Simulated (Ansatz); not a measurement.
# Single-point calculation of Ti₃H (part 2 of 3)

Ti₃H (slab, 4 atoms in the cell); DFT PBE, scalar-relativistic, plane waves, PAW, PAW set soft_1, spin-polarised (Ansatz 0.2.0); cutoff 420 eV, 9×9×1 k-mesh, Gaussian smearing of 0.1 eV, collinear spins. The structure derives from an entry of the Crystallography Open Database.

Geometry of the input (Å; fractional positions):
```
2.9075  0.0000  0.0000
0.0000  2.9075  0.0000
0.0000  0.0000  20.8060
Ti 0.5000  0.5000  0.1923
Ti 0.0000  0.0000  0.2837
Ti 0.5000  0.5000  0.3752
H  0.6667  0.6667  0.4463
```

Log, continued:
```
SCF iter   1: F=—  HF=-7515.239685 eV  |F-HF|=—  |Δ(HF+E_count)|=         —  Δρ=2.96e-2 (↑2.81e-2 ↓2.96e-2)  dr2=3.22e1  dr2_m=1.17e-1  M=0.372 μB ∫|m|=0.524 μB  β_m=0.30  ethr=3.10e-3  p=0.000 e·Å  D=8.01e-7 V/Å  ΔV_dip=-0.00 eV  dr2_dipole=2.26e0  V_vac-E_F(+/−)=8.36/8.36 eV  ⟨swp⟩=7.8  Hψ=6009  notcnv=0
efield: sawtooth ramp at fractional position 0.7993 (placed from the atoms, in the widest stretch of the axis that holds none; the zero of the levels goes with the place), width 0.0400; the density the first Hamiltonian is built on has a dipole p = 0.000 e·Å; the dipole correction subtracts the counter field D = 8.01e-7 V/Å, which shifts the + side's vacuum level by -0.00 eV against the − side's; the planar-averaged density in the ramp window peaks in size at 1.8e-6 e/Å³
preconditioner: auto → LDOS  [metal: Δε(μ)=0.018 eV  Ē_g=3.176 eV  σ=0.100 eV  W_gap=0.10  n_scr=12 (ndim 8)  ℏωp=10.1 eV  f_vac=0.575  D(μ)=3.62/eV (n_scr^D=12)]
spin=Collinear: LDOS preconditioning applied to the charge; magnetization (m = ρ↑ − ρ↓) channel mixes plain (no charge-response kernel on spin).
SCF iter   2: F=—  HF=-7513.092141 eV  |F-HF|=—  |Δ(HF+E_count)|=    2.15e0  Δρ=2.22e-2 (↑1.63e-2 ↓2.22e-2)  dr2=1.09e1  dr2_m=1.42e-1  M=0.199 μB ∫|m|=0.348 μB  β_m=0.30  ethr=3.10e-3  p=-0.076 e·Å  D=-7.81e-2 V/Å  ΔV_dip=1.63 eV  dr2_dipole=1.51e0  V_vac-E_F(+/−)=7.12/5.50 eV  ⟨swp⟩=3.1  Hψ=2270  notcnv=0  defer=16  κ⁻¹=1.0e0(r=1)
SCF iter   3: F=—  HF=-7512.857642 eV  |F-HF|=—  |Δ(HF+E_count)|=   2.34e-1  Δρ=1.57e-2 (↑1.18e-2 ↓1.57e-2)  dr2=9.83e0  dr2_m=1.02e-1  M=0.176 μB ∫|m|=0.272 μB  β_m=0.30  ethr=3.10e-3  p=-0.185 e·Å  D=-1.90e-1 V/Å  ΔV_dip=3.96 eV  dr2_dipole=3.37e0  V_vac-E_F(+/−)=6.11/2.16 eV  ⟨swp⟩=5.2  Hψ=3277  notcnv=1  defer=10  κ⁻¹=5.1e-2(r=2)
SCF iter   4: F=—  HF=-7512.638507 eV  |F-HF|=—  |Δ(HF+E_count)|=   2.19e-1  Δρ=1.22e-2 (↑6.97e-3 ↓1.22e-2)  dr2=1.75e0  dr2_m=6.17e-2  M=0.136 μB ∫|m|=0.220 μB  β_m=0.30  ethr=3.10e-3  p=-0.134 e·Å  D=-1.38e-1 V/Å  ΔV_dip=2.87 eV  dr2_dipole=5.32e-1  V_vac-E_F(+/−)=6.24/3.37 eV  ⟨swp⟩=2.9  Hψ=1834  notcnv=0  defer=8  κ⁻¹=4.2e-4(r=3)
SCF iter   5: F=—  HF=-7512.679245 eV  |F-HF|=—  |Δ(HF+E_count)|=   4.07e-2  Δρ=7.70e-3 (↑4.57e-3 ↓7.70e-3)  dr2=7.12e-1  dr2_m=4.02e-2  M=0.064 μB ∫|m|=0.171 μB  β_m=0.30  ethr=3.10e-3  p=-0.080 e·Å  D=-8.18e-2 V/Å  ΔV_dip=1.70 eV  dr2_dipole=2.22e-1  V_vac-E_F(+/−)=5.98/4.28 eV  ⟨swp⟩=2.4  Hψ=1701  notcnv=0  defer=2  κ⁻¹=2.2e-4(r=4)
SCF iter   6: F=—  HF=-7512.682040 eV  |F-HF|=—  |Δ(HF+E_count)|=   2.80e-3  Δρ=4.95e-3 (↑3.71e-3 ↓4.95e-3)  dr2=6.23e-2  dr2_m=2.51e-2  M=0.069 μB ∫|m|=0.153 μB  β_m=0.30  ethr=1.93e-3  p=-0.094 e·Å  D=-9.69e-2 V/Å  ΔV_dip=2.02 eV  dr2_dipole=7.81e-3  V_vac-E_F(+/−)=5.88/3.86 eV  ⟨swp⟩=1.8  Hψ=1447  notcnv=0  defer=1  κ⁻¹=6.1e-5(r=5)
SCF iter   7: F=—  HF=-7512.705160 eV  |F-HF|=—  |Δ(HF+E_count)|=   2.31e-2  Δρ=3.30e-3 (↑3.14e-3 ↓3.30e-3)  dr2=4.54e-2  dr2_m=1.56e-2  M=0.064 μB ∫|m|=0.137 μB  β_m=0.30  ethr=1.68e-4  p=-0.098 e·Å  D=-1.01e-1 V/Å  ΔV_dip=2.09 eV  dr2_dipole=1.12e-2  V_vac-E_F(+/−)=5.90/3.81 eV  ⟨swp⟩=2.1  Hψ=1521  notcnv=0  defer=1  κ⁻¹=2.4e-6(r=6)
SCF iter   8: F=—  HF=-7512.715318 eV  |F-HF|=—  |Δ(HF+E_count)|=   1.02e-2  Δρ=2.52e-3 (↑2.44e-3 ↓2.52e-3)  dr2=2.08e-3  dr2_m=9.77e-3  M=0.056 μB ∫|m|=0.124 μB  β_m=0.46  ethr=1.23e-4  p=-0.095 e·Å  D=-9.80e-2 V/Å  ΔV_dip=2.04 eV  dr2_dipole=1.28e-3  V_vac-E_F(+/−)=5.92/3.88 eV  ⟨swp⟩=1.6  Hψ=1270  notcnv=0  defer=1
Mixer restart at iter 8: flushing history
spin-set hold released at iteration 8 (site moments contracting): the magnetisation degrees of freedom join the quasi-Newton model from the next iteration; the mixer history was flushed
SCF iter   9: F=—  HF=-7512.724106 eV  |F-HF|=—  |Δ(HF+E_count)|=   8.79e-3  Δρ=1.77e-3 (↑1.62e-3 ↓1.77e-3)  dr2=1.61e-3  dr2_m=4.55e-3  M=0.059 μB ∫|m|=0.114 μB  β_m=0.63  ethr=5.62e-6  p=-0.097 e·Å  D=-9.94e-2 V/Å  ΔV_dip=2.07 eV  dr2_dipole=1.08e-3  V_vac-E_F(+/−)=5.93/3.86 eV  ⟨swp⟩=2.9  Hψ=1649  notcnv=0
density mixer auto → msr1: a metal under ldos (density of states about μ 2.80 of a free-electron gas's, 12 screened modes)
SCF iter  10: F=—  HF=-7512.732840 eV  |F-HF|=—  |Δ(HF+E_count)|=   8.73e-3  Δρ=6.98e-4 (↑6.98e-4 ↓5.58e-4)  dr2=2.97e-4  dr2_m=6.21e-4  M=0.104 μB ∫|m|=0.123 μB  β_m=0.81  ethr=4.35e-6  p=-0.102 e·Å  D=-1.05e-1 V/Å  ΔV_dip=2.18 eV  dr2_dipole=5.75e-6  V_vac-E_F(+/−)=5.99/3.81 eV  ⟨swp⟩=3.0  Hψ=1922  notcnv=0
SCF iter  11: F=—  HF=-7512.734497 eV  |F-HF|=—  |Δ(HF+E_count)|=   1.66e-3  Δρ=9.93e-4 (↑9.93e-4 ↓9.54e-4)  dr2=2.66e-4  dr2_m=1.52e-3  M=0.181 μB ∫|m|=0.187 μB  β_m=0.91  ethr=8.03e-7  p=-0.102 e·Å  D=-1.05e-1 V/Å  ΔV_dip=2.18 eV  dr2_dipole=5.48e-5  V_vac-E_F(+/−)=5.98/3.79 eV  ⟨swp⟩=3.0  Hψ=2138  notcnv=0
SCF iter  12: F=—  HF=-7512.735207 eV  |F-HF|=—  |Δ(HF+E_count)|=   7.10e-4  Δρ=1.14e-3 (↑1.14e-3 ↓1.06e-3)  dr2=4.39e-4  dr2_m=1.94e-3  M=0.208 μB ∫|m|=0.213 μB  β_m=0.95  ethr=7.18e-7  p=-0.102 e·Å  D=-1.05e-1 V/Å  ΔV_dip=2.19 eV  dr2_dipole=1.33e-4  V_vac-E_F(+/−)=5.98/3.79 eV  ⟨swp⟩=1.9  Hψ=1327  notcnv=0
SCF iter  13: F=—  HF=-7512.739830 eV  |F-HF|=—  |Δ(HF+E_count)|=   4.62e-3  Δρ=1.70e-3 (↑1.70e-3 ↓1.52e-3)  dr2=2.66e-3  dr2_m=4.12e-3  M=0.331 μB ∫|m|=0.338 μB  β_m=0.71  ethr=7.18e-7  p=-0.102 e·Å  D=-1.05e-1 V/Å  ΔV_dip=2.19 eV  dr2_dipole=1.11e-3  V_vac-E_F(+/−)=5.99/3.80 eV  ⟨swp⟩=2.9  Hψ=2201  notcnv=0  recentre
SCF iter  14: F=-7512.740665 eV  HF=-7512.739901 eV  |F-HF|=7.65e-4  |Δ(HF+E_count)|=   7.03e-5  Δρ=1.75e-3 (↑1.75e-3 ↓1.64e-3)  dr2=3.35e-3  dr2_m=4.48e-3  M=0.334 μB ∫|m|=0.343 μB  β_m=0.60  ethr=7.18e-7  p=-0.104 e·Å  D=-1.07e-1 V/Å  ΔV_dip=2.23 eV  dr2_dipole=1.38e-3  V_vac-E_F(+/−)=5.99/3.75 eV  ⟨swp⟩=2.7  Hψ=1973  notcnv=0
SCF iter  15: F=-7512.738433 eV  HF=-7512.735933 eV  |F-HF|=2.50e-3  |Δ(HF+E_count)|=   3.97e-3  Δρ=1.23e-3 (↑1.23e-3 ↓1.17e-3)  dr2=3.07e-4  dr2_m=2.31e-3  M=0.232 μB ∫|m|=0.237 μB  β_m=0.46  ethr=7.18e-7  p=-0.102 e·Å  D=-1.05e-1 V/Å  ΔV_dip=2.17 eV  dr2_dipole=5.90e-5  V_vac-E_F(+/−)=5.97/3.80 eV  ⟨swp⟩=3.1  Hψ=2237  notcnv=0  recentre
SCF iter  16: F=-7512.737646 eV  HF=-7512.735610 eV  |F-HF|=2.04e-3  |Δ(HF+E_count)|=   3.23e-4  Δρ=1.20e-3 (↑1.20e-3 ↓1.12e-3)  dr2=5.05e-4  dr2_m=2.13e-3  M=0.220 μB ∫|m|=0.223 μB  β_m=0.50  ethr=7.18e-7  p=-0.102 e·Å  D=-1.05e-1 V/Å  ΔV_dip=2.18 eV  dr2_dipole=7.21e-5  V_vac-E_F(+/−)=5.97/3.78 eV  ⟨swp⟩=1.7  Hψ=1270  notcnv=0  recentre
SCF iter  17: F=-7512.746472 eV  HF=-7512.744618 eV  |F-HF|=1.85e-3  |Δ(HF+E_count)|=   9.01e-3  Δρ=1.92e-3 (↑1.92e-3 ↓1.73e-3)  dr2=2.95e-3  dr2_m=5.25e-3  M=0.414 μB ∫|m|=0.428 μB  β_m=0.72  ethr=7.18e-7  p=-0.101 e·Å  D=-1.04e-1 V/Å  ΔV_dip=2.16 eV  dr2_dipole=1.07e-3  V_vac-E_F(+/−)=5.98/3.82 eV  ⟨swp⟩=3.4  Hψ=2461  notcnv=0
SCF iter  18: F=-7512.754911 eV  HF=-7512.753083 eV  |F-HF|=1.83e-3  |Δ(HF+E_count)|=   8.47e-3  Δρ=1.73e-3 (↑1.73e-3 ↓1.61e-3)  dr2=1.97e-3  dr2_m=4.41e-3  M=0.526 μB ∫|m|=0.557 μB  β_m=0.35  ethr=7.18e-7  p=-0.095 e·Å  D=-9.80e-2 V/Å  ΔV_dip=2.04 eV  dr2_dipole=7.23e-4  V_vac-E_F(+/−)=5.98/3.94 eV  ⟨swp⟩=3.1  Hψ=2434  notcnv=0
SCF iter  19: F=-7512.742632 eV  HF=-7512.739117 eV  |F-HF|=3.51e-3  |Δ(HF+E_count)|=   1.40e-2  Δρ=1.50e-3 (↑1.43e-3 ↓1.50e-3)  dr2=6.47e-4  dr2_m=3.43e-3  M=0.317 μB ∫|m|=0.330 μB  β_m=0.86  ethr=7.18e-7  p=-0.097 e·Å  D=-1.00e-1 V/Å  ΔV_dip=2.08 eV  dr2_dipole=3.00e-4  V_vac-E_F(+/−)=5.97/3.89 eV  ⟨swp⟩=3.5  Hψ=2536  notcnv=0  recentre
SCF iter  20: F=-7512.762404 eV  HF=-7512.761656 eV  |F-HF|=7.47e-4  |Δ(HF+E_count)|=   2.25e-2  Δρ=9.34e-4 (↑9.34e-4 ↓7.55e-4)  dr2=2.73e-4  dr2_m=1.13e-3  M=0.625 μB ∫|m|=0.702 μB  β_m=0.93  ethr=7.18e-7  p=-0.086 e·Å  D=-8.88e-2 V/Å  ΔV_dip=1.85 eV  dr2_dipole=2.09e-5  V_vac-E_F(+/−)=5.98/4.13 eV  ⟨swp⟩=4.3  Hψ=2928  notcnv=0
SCF iter  21: F=-7512.761855 eV  HF=-7512.763886 eV  |F-HF|=2.03e-3  |Δ(HF+E_count)|=   2.23e-3  Δρ=3.67e-4 (↑2.11e-4 ↓3.67e-4)  dr2=1.60e-3  dr2_m=7.18e-5  M=0.672 μB ∫|m|=0.808 μB  β_m=0.96  ethr=7.18e-7  p=-0.085 e·Å  D=-8.69e-2 V/Å  ΔV_dip=1.81 eV  dr2_dipole=6.24e-4  V_vac-E_F(+/−)=5.95/4.15 eV  ⟨swp⟩=3.1  Hψ=2472  notcnv=0
SCF iter  22: F=-7512.762480 eV  HF=-7512.763826 eV  |F-HF|=1.35e-3  |Δ(HF+E_count)|=   6.01e-5  Δρ=1.98e-4 (↑1.98e-4 ↓1.65e-4)  dr2=1.09e-3  dr2_m=2.90e-5  M=0.677 μB ∫|m|=0.833 μB  β_m=0.94  ethr=7.18e-7  p=-0.087 e·Å  D=-8.91e-2 V/Å  ΔV_dip=1.85 eV  dr2_dipole=3.56e-4  V_vac-E_F(+/−)=5.97/4.11 eV  ⟨swp⟩=2.1  Hψ=1933  notcnv=0
SCF iter  23: F=-7512.757673 eV  HF=-7512.760950 eV  |F-HF|=3.28e-3  |Δ(HF+E_count)|=   2.88e-3  Δρ=1.11e-3 (↑1.11e-3 ↓1.01e-3)  dr2=4.03e-3  dr2_m=1.76e-3  M=0.724 μB ∫|m|=0.925 μB  β_m=0.98  ethr=7.18e-7  p=-0.083 e·Å  D=-8.49e-2 V/Å  ΔV_dip=1.77 eV  dr2_dipole=1.68e-3  V_vac-E_F(+/−)=5.95/4.19 eV  ⟨swp⟩=3.2  Hψ=2346  notcnv=0  recentre
SCF iter  24: F=-7512.763279 eV  HF=-7512.763850 eV  |F-HF|=5.71e-4  |Δ(HF+E_count)|=   2.90e-3  Δρ=2.16e-4 (↑2.16e-4 ↓1.40e-4)  dr2=5.38e-4  dr2_m=1.58e-5  M=0.670 μB ∫|m|=0.821 μB  β_m=0.81  ethr=7.18e-7  p=-0.089 e·Å  D=-9.15e-2 V/Å  ΔV_dip=1.90 eV  dr2_dipole=8.19e-5  V_vac-E_F(+/−)=5.96/4.06 eV  ⟨swp⟩=3.3  Hψ=2413  notcnv=0
SCF iter  25: F=-7512.763792 eV  HF=-7512.763825 eV  |F-HF|=3.28e-5  |Δ(HF+E_count)|=   2.52e-5  Δρ=7.15e-5 (↑7.15e-5 ↓4.97e-5)  dr2=3.28e-5  dr2_m=2.79e-6  M=0.672 μB ∫|m|=0.829 μB  β_m=0.91  ethr=7.18e-7  p=-0.089 e·Å  D=-9.11e-2 V/Å  ΔV_dip=1.90 eV  dr2_dipole=4.38e-6  V_vac-E_F(+/−)=5.96/4.07 eV  ⟨swp⟩=2.0  Hψ=1519  notcnv=0
SCF iter  26: F=-7512.763824 eV  HF=-7512.763827 eV  |F-HF|=2.97e-6  |Δ(HF+E_count)|=   1.61e-6  Δρ=2.53e-5 (↑2.53e-5 ↓1.84e-5)  dr2=4.06e-6  dr2_m=3.81e-7  M=0.673 μB ∫|m|=0.833 μB  β_m=0.82  ethr=8.87e-8  p=-0.089 e·Å  D=-9.11e-2 V/Å  ΔV_dip=1.90 eV  dr2_dipole=1.79e-7  V_vac-E_F(+/−)=5.96/4.07 eV  ⟨swp⟩=2.1  Hψ=1544  notcnv=0
SCF iter  27: F=-7512.763827 eV  HF=-7512.763827 eV  |F-HF|=3.88e-7  |Δ(HF+E_count)|=   2.05e-7  Δρ=7.24e-6 (↑7.24e-6 ↓4.40e-6)  dr2=4.44e-7  dr2_m=2.48e-8  M=0.673 μB ∫|m|=0.834 μB  β_m=0.76  ethr=1.10e-8  p=-0.089 e·Å  D=-9.12e-2 V/Å  ΔV_dip=1.90 eV  dr2_dipole=3.31e-8  V_vac-E_F(+/−)=5.97/4.07 eV  ⟨swp⟩=2.3  Hψ=2060  notcnv=0
SCF iter  28: F=-7512.763827 eV  HF=-7512.763827 eV  |F-HF|=6.47e-8  |Δ(HF+E_count)|=   9.36e-9  Δρ=2.88e-6 (↑2.88e-6 ↓1.43e-6)  dr2=7.25e-8  dr2_m=5.24e-9  M=0.673 μB ∫|m|=0.834 μB  β_m=0.84  ethr=2.70e-10  p=-0.089 e·Å  D=-9.12e-2 V/Å  ΔV_dip=1.90 eV  dr2_dipole=2.22e-8  V_vac-E_F(+/−)=5.97/4.07 eV  ⟨swp⟩=11.5  Hψ=9722  notcnv=0
SCF iter  29: F=-7512.763827 eV  HF=-7512.763827 eV  |F-HF|=1.09e-9  |Δ(HF+E_count)|=   2.30e-8  Δρ=9.42e-7 (↑9.42e-7 ↓6.83e-7)  dr2=4.53e-9  dr2_m=5.22e-10  M=0.673 μB ∫|m|=0.833 μB  β_m=0.83  ethr=1.96e-10  p=-0.089 e·Å  D=-9.12e-2 V/Å  ΔV_dip=1.90 eV  dr2_dipole=8.87e-11  V_vac-E_F(+/−)=5.97/4.07 eV  ⟨swp⟩=8.6  Hψ=6405  notcnv=0
SCF iter  30: F=-7512.763827 eV  HF=-7512.763827 eV  |F-HF|=8.91e-11  |Δ(HF+E_count)|=   4.29e-9  Δρ=4.97e-7 (↑3.90e-7 ↓4.97e-7)  dr2=1.17e-9  dr2_m=1.71e-10  M=0.673 μB ∫|m|=0.833 μB  ethr=1.22e-11  p=-0.089 e·Å  D=-9.12e-2 V/Å  ΔV_dip=1.90 eV  dr2_dipole=2.39e-11  V_vac-E_F(+/−)=5.97/4.07 eV  ⟨swp⟩=7.5  Hψ=5800  notcnv=0
SCF 1 converged in 30 iterations: F = -7512.763827 eV  dr2 = 1.17e-9
  greatest PAW one-centre occupation: 0.999 electrons in one spin orbital (limit 2), on the Ti atom at site 1 (counted from 0), in its partial waves of l = 0
```

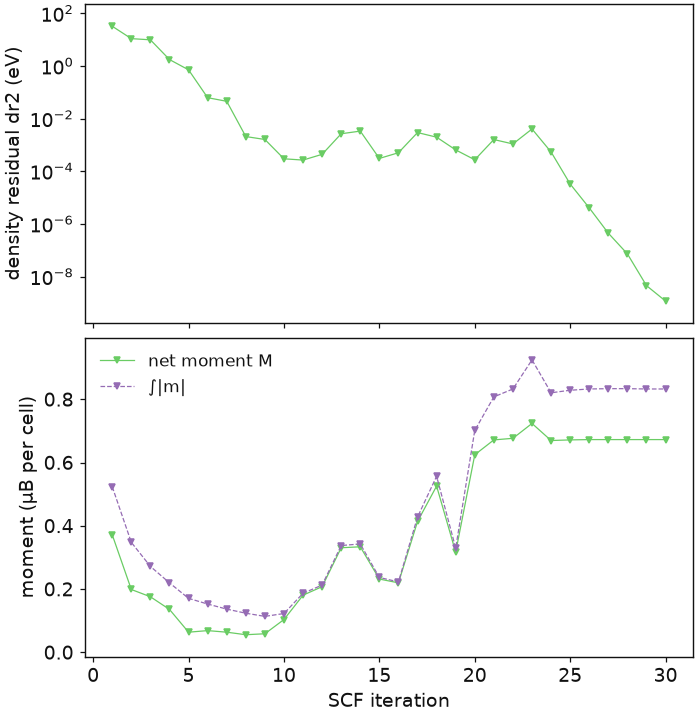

**Figure 1.** Convergence of the self-consistent field: density residual dr2 and magnetic moment against the SCF iteration. The residual saws up and down around 10⁻³ from about step 8 to 24 before it settles. The net moment goes from 0.4 to 0.7 μB per cell.
